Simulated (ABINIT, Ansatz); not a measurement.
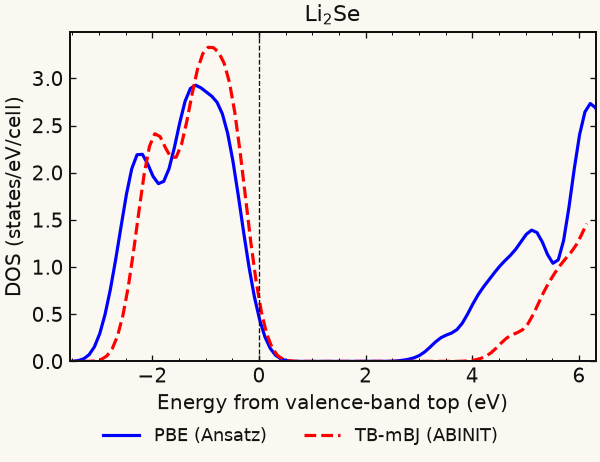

Total densities of states of antifluorite-type Li₂Se, space group Fm-3m (No. 225), 3 atoms in the primitive cell (cubic a = 6.005 Å), by two methods on the same cell. The DOS curves are built from the levels of the k mesh with Gaussians 0.55 eV wide, which also blur the band edges; ripples of that width can come from the mesh. Each is counted from its own valence-band top.

### What changes from one method to the other?

PBE (Ansatz) gives a gap of 2.98 eV and TB-mBJ (ABINIT) gives a gap of 4.28 eV. In the window shown, the tallest filled peak lies at −1.2 eV in PBE (Ansatz) and −1.0 eV in TB-mBJ (ABINIT).

Settings. PBE (Ansatz): Ansatz PAW, no spin polarisation, no spin-orbit coupling, 8×8×8 k mesh, 420 eV cutoff, Fermi-Dirac smearing of 0.05 eV (Ansatz). TB-mBJ (ABINIT): JTH PAW LDA v2.0, no spin polarisation, no spin-orbit coupling, 8×8×8 k mesh, 490 eV cutoff, Fermi-Dirac smearing of 0.05 eV (ABINIT).

Gaps are the smallest over all k points computed. The two runs differ in program as well. Spin-orbit coupling is left out, which matters for Se. LDA, GGA and most meta-GGA functionals understate gaps. TB-mBJ (ABINIT): the constant c of TB-mBJ comes from the pseudo density here, which moves gaps by up to 0.3 eV between sets of potentials. TB-mBJ (ABINIT): the PAW data sets were made with another functional.
